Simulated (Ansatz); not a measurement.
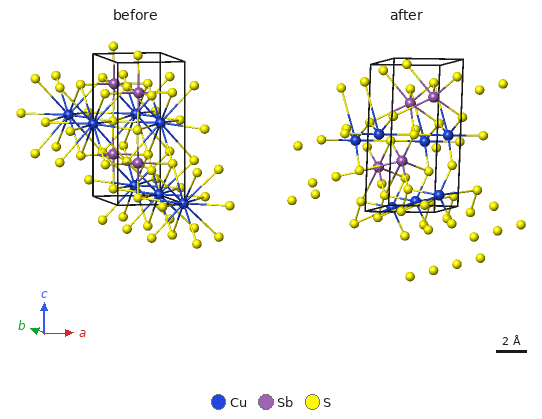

The structure of crystalline CuSbS₃ (built on the KZnF3-221 type type) before (left) and after (right) a relaxation, at one scale.

A ball-and-stick model of the cell of the calculation, reduced to other axes, repeated 1 × 2 × 1 with one cell outlined, seen slightly off an axis. Lengths and directions refer to the drawn axes.

Case: shaken.

Method: DFT, PBEsol, plane waves, PAW (Ansatz).

The input:
```yaml
crystal:
  lattice:
    - [4.9458026399, -0.0498098719, 0.0004641609]
    - [-0.0498098719, 4.8925641663, 0.0697366742]
    - [0.0009283219, 0.1394733484, 9.8971426363]
  atoms:
    - { symbol: Cu, position: [0.0001455046, -0.0188506543, -0.0049566172] }
    - { symbol: Sb, position: [0.503766017, 0.4990942349, 0.2458553651] }
    - { symbol: S, position: [0.0014611331, 0.5073907463, 0.234515002] }
    - { symbol: S, position: [0.4814834364, -0.0101502332, 0.2467749575] }
    - { symbol: S, position: [0.5117247859, 0.4902013699, -0.0163687264] }
    - { symbol: Cu, position: [-0.0186091586, -0.0034587403, 0.4908873284] }
    - { symbol: Sb, position: [0.5187781421, 0.4922595981, 0.7408596145] }
    - { symbol: S, position: [-0.0050948756, 0.5023985988, 0.7595316183] }
    - { symbol: S, position: [0.5143986582, 0.0067799063, 0.7475477346] }
    - { symbol: S, position: [0.4904203512, 0.4749525505, 0.5073645078] }
kpoints:
  mp_grid: { grid: [4, 4, 2] }
hamiltonian:
  xc: pbesol
scf:
  occupations: { method: fermi_dirac, width: 0.05 }
relax:
  f_tol: 0.01
  cell: {}
  max_steps: 120
output:
  write_density: true
  write_potential: true
  elf: true
  volumetric_format: npy
```

Launched with:
```bash
ansatz run input.yaml --threads 2 --pin off --max-ram 2211MiB --backend cpu --events-out ev --progress --plain --runs-dir out
```

Describe what moved and what it gained.

Answer. The energy falls by 8.754 eV per cell of the calculation in 55 accepted moves (63 points after the start). Largest force component: 1.9 eV/Å at the start, 0.0067 eV/Å at the end. Pressure: 0.09 GPa at the start and 0.02 GPa at the end. The line search rejected the trial steps at points 26, 39, 45, 54, 57, 59 of the run. At 2 points the geometry stayed and the basis and grid were re-selected for the new cell (energy shift of 17.2 meV per cell of the calculation at most each time). The largest move relative to the cell is that of S3, 2.35 Å along [3 −1 1]. By element the largest moves are S 2.35 Å, Cu 1.86 Å, Sb 1.53 Å. The drawn cell changes as follows: a 4.893 → 4.983 Å (+1.8 %), b 4.946 → 4.203 Å (−15.0 %), c 9.898 → 10.631 Å (+7.4 %), α 90.0° → 112.9°, β 91.6° → 93.9°, γ 91.2° → 95.6°; the volume changes by −15.3 %. Near-neighbour distances that change, for instance: Cu6–S9 7.689 → 2.451 Å, Cu6–S9 (another image) 3.662 → 7.643 Å, Cu6–S8 3.545 → 6.836 Å, Cu1–S3 3.549 → 6.327 Å. New bonds form, among them: Cu6–S9 (7.69 → 2.45 Å), S5–S8 (3.38 → 2.02 Å), Sb2–S10 (another periodic image) (5.64 → 2.89 Å), Sb7–S10 (5.34 → 2.76 Å). Bonds break, among them: S5–Sb7 (2.40 → 3.49 Å), Sb2–S10 (2.59 → 3.51 Å). Among the angles between lasting bonds that change: S3–Sb2–S3 174.5° → 107.6°, Sb2–S3–Sb2 174.5° → 107.6°, S4–Sb2–S5 92.9° → 158.2°. The space group stays P1 (No. 1).
